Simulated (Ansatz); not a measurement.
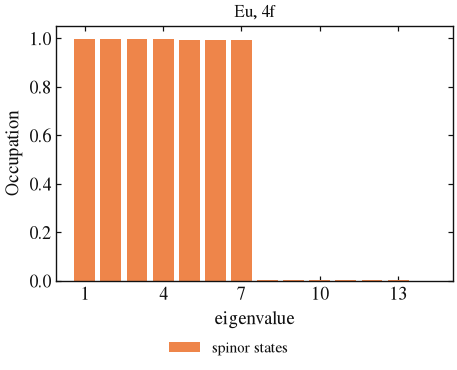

Eigenvalues of the local occupation matrix of the f shell (Löwdin-orthogonalised atomic projectors).

Calculation on EuS, space group Fm-3m, 2 atoms in the cell; a = 4.23 Å, b = 4.23 Å, c = 4.23 Å, α = 60.00°, β = 60.00°, γ = 90.00°.

Ansatz; DFT PBE+U, spin-orbit coupling, plane waves, PAW, Ueff = 6 eV on Eu f, 6×6×9 k mesh, 420 eV cutoff, Gaussian smearing of 0.05 eV.

What configuration do these occupations show?

Counting eigenvalues over 0.6 as filled, Eu has 7 filled f states (f⁷); the eigenvalues sum to 7.0.

The run is magnetic, with a net spin moment of 7.0 μB a cell, so time reversal doesn't pair the spinor levels. The run may have settled in a state above the lowest, so this need not be the ground state. Open shells can settle in several states, and this one need not be the lowest.
